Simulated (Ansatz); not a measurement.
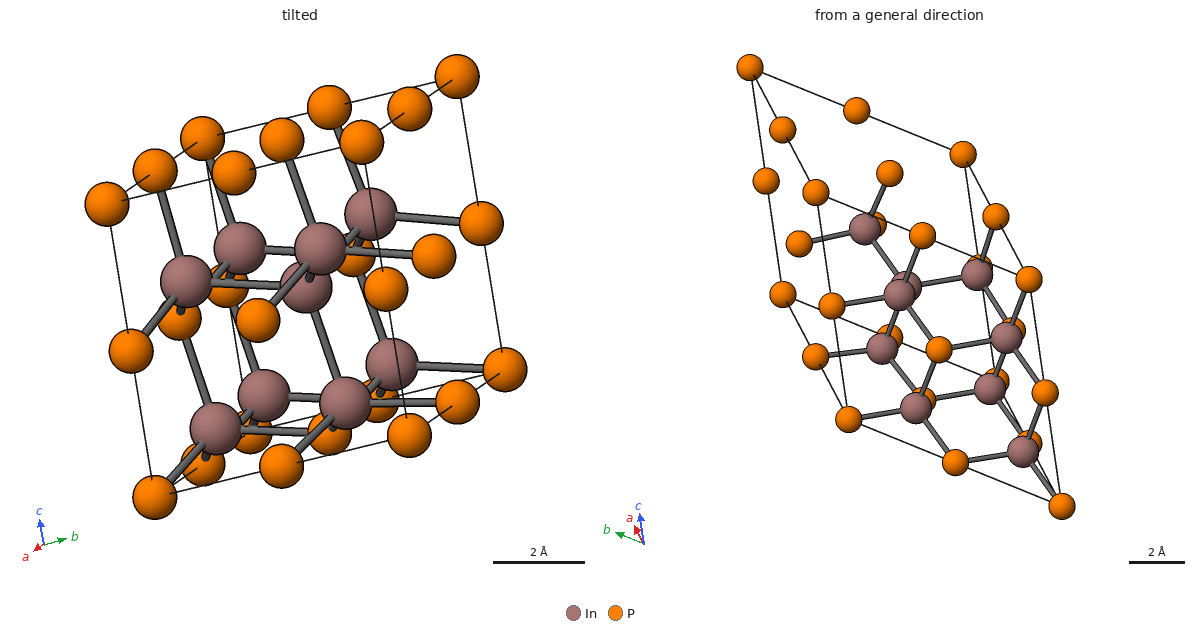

Structure drawing (ball-and-stick), viewed slightly off an axis and from a general direction. The edges of the supercell are marked. The host is InP, in a cell of 16 sites, and the cell is neutral.

**How does this supercell depart from the perfect host?**

Indium on a phosphorus site (an antisite). It is bonded to four In in a tetrahedral arrangement at about 2.7 Å.

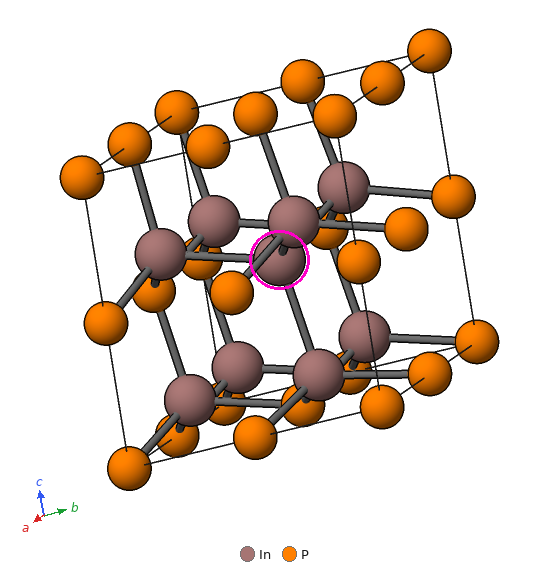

The same cell with a ring at the defect's site.

The atoms were relaxed in the host's cell with Ansatz 0.2.0, DFT PBE, scalar-relativistic, plane waves, PAW.
